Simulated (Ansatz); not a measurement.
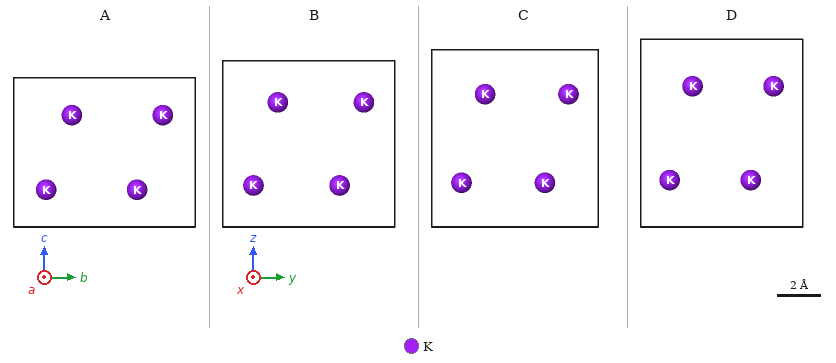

Frames of a one-coordinate scan of a crystal of K (Cmcm). x, y and z are the Cartesian axes of the input. Style: ball-and-stick. Shown: the conventional cell (2 times the calculation's cell), repeated 2 × 1 × 1 with one cell outlined, along the a axis. Lengths and directions refer to the drawn axes.

These are results of DFT PBEsol, scalar-relativistic, plane waves, PAW in Ansatz, not measurements. Settings: plane-wave cutoff 420 eV; k-point mesh 12 × 12 × 8; occupations gaussian; smearing width 0.15 eV; no spin polarisation. Energies (free energies at the smearing named) are counted from the cell as listed in its source, which wasn't relaxed.

> Which coordinate changes from frame to frame?

The ratio of the cell's length along z to its lengths across, counted as 1 for the reference, is changed at fixed volume (a c/a path), with the atoms kept at their fractional coordinates. In the frames the relative ratio is 0.85 (A), 1.00 (B), 1.10 (C), 1.20 (D). Their energies are 15.1 meV/atom, 0.0 meV/atom, 8.4 meV/atom, 29.4 meV/atom.
